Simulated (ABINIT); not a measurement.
## Rpa calculation of SiC (part 5 of 5)

Continued. System: SiC (P6₃mc, 4 atoms in the cell). Method: Kohn-Sham DFT of a periodic cell, LDA, PseudoDojo NC SR LDA v0.4.1 standard, RPA, no spin polarisation (ABINIT 10.8.3); cutoff 1006.82 eV, 6×6×3 k-mesh, fixed occupations. The structure derives from an entry of the Crystallography Open Database.

Geometry of the input (Å; fractional positions):
```
3.0760  0.0000  0.0000
-1.5380  2.6639  0.0000
0.0000  0.0000  5.0480
Si 0.6667  0.3333  0.5000
Si 0.3333  0.6667  0.0000
C  0.6667  0.3333  0.8850
C  0.3333  0.6667  0.3850
```

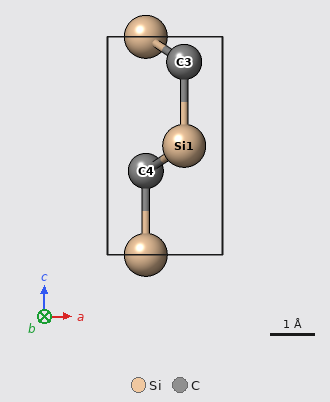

The structure (ball-and-stick view of the cell of the calculation, along the b axis; atoms are numbered from 1 in the order of the input).

Output, continued:
```
--------------------------------------------------------------------------------
  Average fulfillment of the sum rule on Im[epsilon] for q-point   10 :     92.84  [%]

--------------------------------------------------------------------------------
  q-point number 11        q = ( 0.500000, 0.000000, 0.333333) [r.l.u.]
--------------------------------------------------------------------------------
  Average fulfillment of the sum rule on Im[epsilon] for q-point   11 :     92.56  [%]

--------------------------------------------------------------------------------
  q-point number 12        q = ( 0.166667, 0.166667, 0.333333) [r.l.u.]
--------------------------------------------------------------------------------
  Average fulfillment of the sum rule on Im[epsilon] for q-point   12 :     93.06  [%]

--------------------------------------------------------------------------------
  q-point number 13        q = ( 0.333333, 0.166667, 0.333333) [r.l.u.]
--------------------------------------------------------------------------------
  Average fulfillment of the sum rule on Im[epsilon] for q-point   13 :     92.56  [%]

--------------------------------------------------------------------------------
  q-point number 14        q = ( 0.333333, 0.333333, 0.333333) [r.l.u.]
--------------------------------------------------------------------------------
  Average fulfillment of the sum rule on Im[epsilon] for q-point   14 :     92.54  [%]

== END DATASET(S) ==============================================================
================================================================================

 -outvars: echo values of variables after computation  --------
            acell      5.8127975633E+00  5.8127975633E+00  9.5393374836E+00 Bohr
           etotal1    -2.0630610700E+01
           etotal3     0.0000000000E+00
           etotal4     0.0000000000E+00
           etotal5     0.0000000000E+00
            fcart1    -0.0000000000E+00 -0.0000000000E+00  1.4146456490E-02
                      -0.0000000000E+00 -0.0000000000E+00  1.4146456490E-02
                      -3.7058166142E-28 -2.1395542198E-28 -1.4146456490E-02
                       3.7058166142E-28  2.1395542198E-28 -1.4146456490E-02
            fcart3     0.0000000000E+00  0.0000000000E+00  0.0000000000E+00
                       0.0000000000E+00  0.0000000000E+00  0.0000000000E+00
                       0.0000000000E+00  0.0000000000E+00  0.0000000000E+00
                       0.0000000000E+00  0.0000000000E+00  0.0000000000E+00
            fcart4     0.0000000000E+00  0.0000000000E+00  0.0000000000E+00
                       0.0000000000E+00  0.0000000000E+00  0.0000000000E+00
                       0.0000000000E+00  0.0000000000E+00  0.0000000000E+00
                       0.0000000000E+00  0.0000000000E+00  0.0000000000E+00
            fcart5     0.0000000000E+00  0.0000000000E+00  0.0000000000E+00
                       0.0000000000E+00  0.0000000000E+00  0.0000000000E+00
                       0.0000000000E+00  0.0000000000E+00  0.0000000000E+00
                       0.0000000000E+00  0.0000000000E+00  0.0000000000E+00
            rprim      1.0000000000E+00  0.0000000000E+00  0.0000000000E+00
                      -5.0000000000E-01  8.6602540380E-01  0.0000000000E+00
                       0.0000000000E+00  0.0000000000E+00  1.0000000000E+00
           strten1     1.1498807544E-04  1.1498807528E-04  2.5436888840E-04
                       0.0000000000E+00  0.0000000000E+00  0.0000000000E+00
           strten3     0.0000000000E+00  0.0000000000E+00  0.0000000000E+00
                       0.0000000000E+00  0.0000000000E+00  0.0000000000E+00
           strten4     0.0000000000E+00  0.0000000000E+00  0.0000000000E+00
                       0.0000000000E+00  0.0000000000E+00  0.0000000000E+00
           strten5     0.0000000000E+00  0.0000000000E+00  0.0000000000E+00
                       0.0000000000E+00  0.0000000000E+00  0.0000000000E+00
           xangst      1.5380000000E+00  8.8796471403E-01  2.5240000000E+00
                      -1.7750452179E-17  1.7759294281E+00  0.0000000000E+00
                       1.5380000000E+00  8.8796471403E-01  4.4674800000E+00
                      -1.7750452179E-17  1.7759294281E+00  1.9434800000E+00
             xred      6.6666666667E-01  3.3333333333E-01  5.0000000000E-01
                       3.3333333333E-01  6.6666666667E-01  0.0000000000E+00
                       6.6666666667E-01  3.3333333333E-01  8.8500000000E-01
                       3.3333333333E-01  6.6666666667E-01  3.8500000000E-01
 Calculation completed.
```
